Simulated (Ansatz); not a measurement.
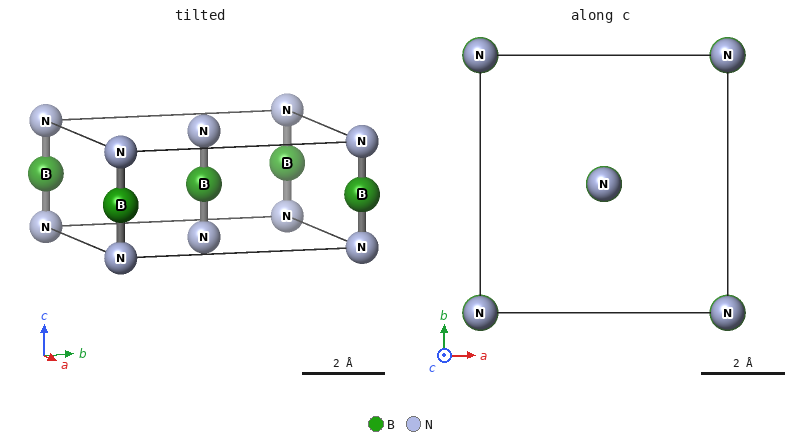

A ball-and-stick rendering, viewed slightly off an axis and along the c axis. The wireframe shows the conventional unit cell.

The lattice constants are a = 5.963 Å, b = 6.215 Å, c = 2.622 Å, α = 90.00°, β = 90.00°, γ = 90.00°.

Q: What is the formula unit?

A: BN. The cell holds 2 B, 2 N, counting shared atoms by their share.

Q: What are the crystal system and the lattice centring?

A: Base-centred orthorhombic.

Q: Which space group does it belong to?

A: Cmmm (No. 65), with B on 2d and N on 2a.

Q: Which atoms are bonded to B?

A: Each B has two N in a linear arrangement at about 1.3 Å.

Q: Is the bonded network molecular, chain-like, layered or three-dimensional?

A: The bonds build BN chains along [001].

Starting structure: a textbook structure type filled with these elements (whether it is the usual form wasn't checked). Atoms and cell were optimised with DFT PBE, scalar-relativistic, plane waves, PAW (Ansatz).
